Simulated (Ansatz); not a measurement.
NbN: several calculations on one system

**1. One mode**

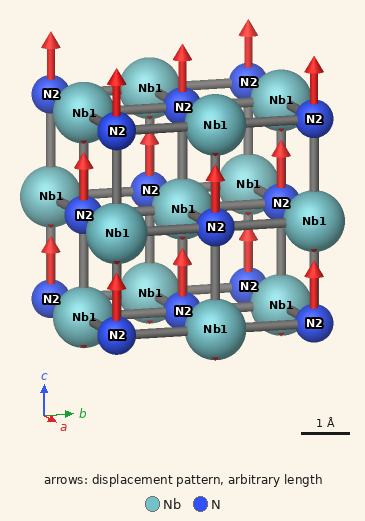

One vibrational mode of crystalline NbN at the zone centre. The red arrows give the relative displacements of the atoms. The picture is a ball-and-stick view of the conventional cell (4 times the calculation's cell), seen slightly off an axis. Lengths and directions refer to the drawn axes.

Computed with DFT LDA, scalar-relativistic, plane waves, PAW (Ansatz 0.2.0). Set-up: plane-wave cutoff 420 eV; k-point mesh 16 × 16 × 16; occupations fermi dirac; smearing width 0.15 eV; no spin polarisation.

The frequencies depend somewhat on the k-mesh and the smearing.

**Give the symmetry, activity and frequency of this mode.**

This is the T₁u mode (triply degenerate; one member of the set is drawn) at 421 cm⁻¹, the only optical level, infrared-active by symmetry. The N sublattice moves against the Nb sublattice, along c; it stretches the shortest N–Nb bonds (2.18 Å); the kinetic energy is shared as N 87 %, Nb 13 %. The crystal is a metal, so free carriers screen the infrared response.

**2. One mode**

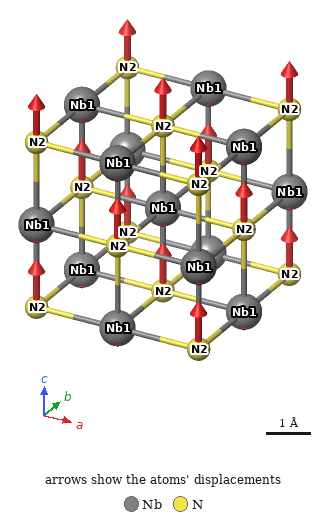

One vibrational mode of solid NbN relaxed at 11 GPa at the zone centre. The red arrows are the displacements of the atoms (eigenvector over the root of the mass), of arbitrary overall length and sign. Style: ball-and-stick. Shown: the conventional cell (4 times the calculation's cell), from a free direction. Lengths and directions refer to the drawn axes.

Computed with DFT LDA, scalar-relativistic, plane waves, PAW (Ansatz). Set-up: plane-wave cutoff 420 eV; k-point mesh 16 × 16 × 16; occupations fermi dirac; smearing width 0.15 eV; target pressure 11 GPa; no spin polarisation.

The frequencies depend somewhat on the k-mesh and the smearing.

**Give the symmetry, activity and frequency of this mode.**

This is the T₁u mode (triply degenerate; one member of the set is drawn) at 459 cm⁻¹, the only optical level, infrared-active by symmetry. The N sublattice moves against the Nb sublattice, along c; it stretches the shortest N–Nb bonds (2.16 Å); the kinetic energy is shared as N 87 %, Nb 13 %. The crystal is a metal, so free carriers screen the infrared response.

**3. Softest mode**

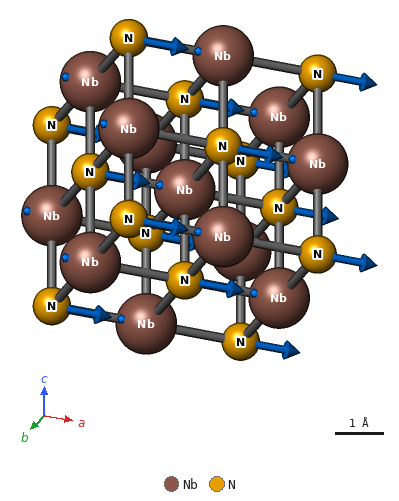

The lowest optical mode of crystalline NbN relaxed at 22 GPa, space group Fm-3m (No. 225), at the zone centre. Displacements are drawn as blue arrows; their common scale and sign are arbitrary. The picture is a ball-and-stick view of the conventional cell (4 times the calculation's cell), seen from a free direction. Lengths and directions refer to the drawn axes.

Computed with DFT LDA, scalar-relativistic, plane waves, PAW in Ansatz. Settings: plane-wave cutoff 420 eV; k-point mesh 16 × 16 × 16; occupations fermi dirac; smearing width 0.15 eV; target pressure 22 GPa; no spin polarisation.

The frequencies depend somewhat on the k-mesh and the smearing.

Q: Is the structure stable against all modes at this point?

A: Yes: this softest mode has a real frequency, and so have all others here. That speaks for this wave vector alone: the rest of the zone wasn't checked in this run. This is the T₁u mode (triply degenerate; one member of the set is drawn) at 61.0 meV, the only optical level, infrared-active by symmetry. The N sublattice moves against the Nb sublattice, along a; it stretches the shortest N–Nb bonds (2.14 Å); the kinetic energy is shared as N 87 %, Nb 13 %. The crystal is a metal, so free carriers screen the infrared response.

**4. Softest mode**

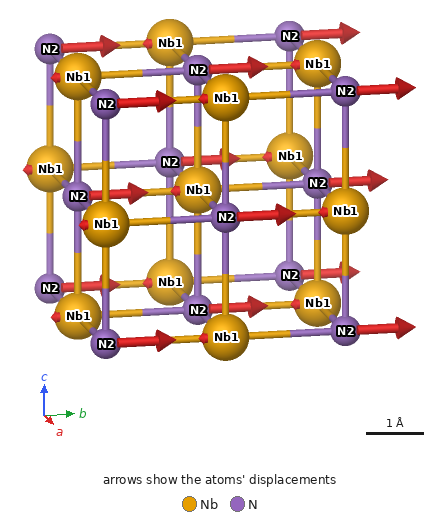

The lowest optical mode of solid NbN at 1.02 times its rest volume, space group Fm-3m (No. 225), at the zone centre. Displacements are drawn as red arrows; their common scale and sign are arbitrary. Style: ball-and-stick. Shown: the conventional cell (4 times the calculation's cell), slightly off an axis. Lengths and directions refer to the drawn axes.

Theory: DFT LDA, scalar-relativistic, plane waves, PAW in Ansatz 0.2.0. (plane-wave cutoff 420 eV; k-point mesh 16 × 16 × 16; occupations fermi dirac; smearing width 0.15 eV; no spin polarisation)

The frequencies depend somewhat on the k-mesh and the smearing.

### Is this crystal at a minimum with respect to the drawn distortion?

Yes: this softest mode has a real frequency, and so have all others here. That speaks for this wave vector alone: the rest of the zone wasn't checked in this run. This is the T₁u mode (triply degenerate; one member of the set is drawn) at 396 cm⁻¹, the only optical level, infrared-active by symmetry. The N sublattice moves against the Nb sublattice, along b; it stretches the shortest N–Nb bonds (2.19 Å); the kinetic energy is shared as N 87 %, Nb 13 %. The crystal is a metal, so free carriers screen the infrared response.
